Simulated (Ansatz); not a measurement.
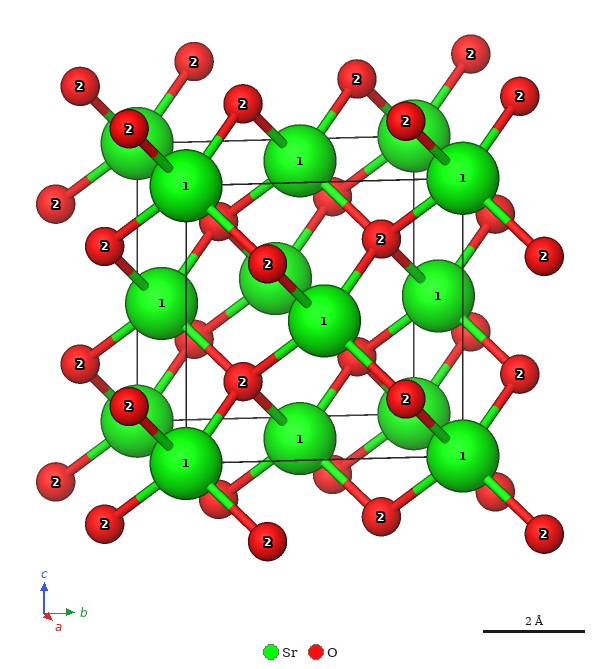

Reference structure: a crystal of SrO (built on the zincblende type). A ball-and-stick model of the conventional cell (4 times the calculation's cell), seen slightly off an axis. Lengths and directions refer to the drawn axes.

Computed with DFT r2SCAN, scalar-relativistic, plane waves, PAW in Ansatz 0.2.0. Set-up: plane-wave cutoff 500 eV; k-point mesh 8 × 8 × 8; occupations gaussian; smearing width 0.05 eV; no spin polarisation.

Now this is done to it. The cell is strained by +1.4 % roughly along [2 −1 0], −1.2 % roughly along c, −2.2 % roughly along [1 2 0] (volume −2.0 %) and atoms are displaced by 0.03 Å relative to the cell: O2 0.03 Å roughly along [0 1 2], Sr1 0.03 Å roughly along [0 −1 −2]. No relaxation follows.

The input:
```yaml
crystal:
  lattice:
    - [0.0324135888, 2.7534046877, 2.7416314897]
    - [2.8515130084, -0.0106495576, 2.7846946362]
    - [2.8092599909, 2.7542148167, 0.0316034599]
  atoms:
    - { symbol: Sr, position: [-0.002779801, 0.0066270795, -0.005588872] }
    - { symbol: O, position: [0.252779801, 0.2433729205, 0.255588872] }
basis:
  ecutwfc: 500
  ecutrho_ratio: 4
kpoints:
  mp_grid: { grid: [8, 8, 8] }
hamiltonian:
  xc: r2scan
scf:
  occupations: { method: gaussian, width: 0.05 }
output:
  forces: true
  stress: true
  eigenvalues: true
```

Run as
```bash
ansatz run input.yaml --threads 2 --pin off --max-ram 2662MiB --backend cpu --events-out ev --progress --plain --runs-dir out
```

> What is the effect?

Some distances before and after: O–Sr 2.418 → 2.346 to 2.472 Å. The space group (tolerance 0.01 Å) goes from F-43m (No. 216) to P1 (No. 1). It costs 12.0 meV per atom. The pressure goes from 0.0 to 1.6 GPa. The principal stresses (compression positive) are 4.0 GPa roughly along [1 1 0], 1.8 GPa roughly along [0 −1 3], −0.8 GPa along [3 −3 −1]. The largest forces, 0.44 eV/Å, act on Sr1 and O2; on O2 it points along [0 −1 −3]. The gap on the k-mesh: 2.89 eV before, 2.93 eV after.

Drawn alike, the variant:

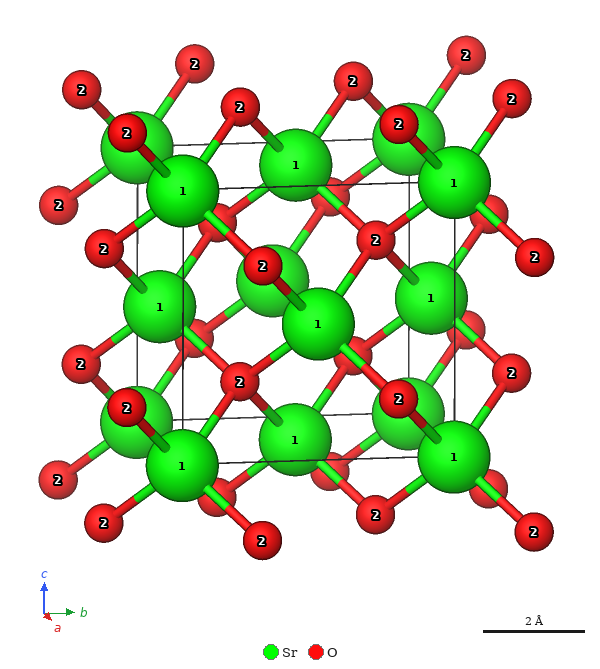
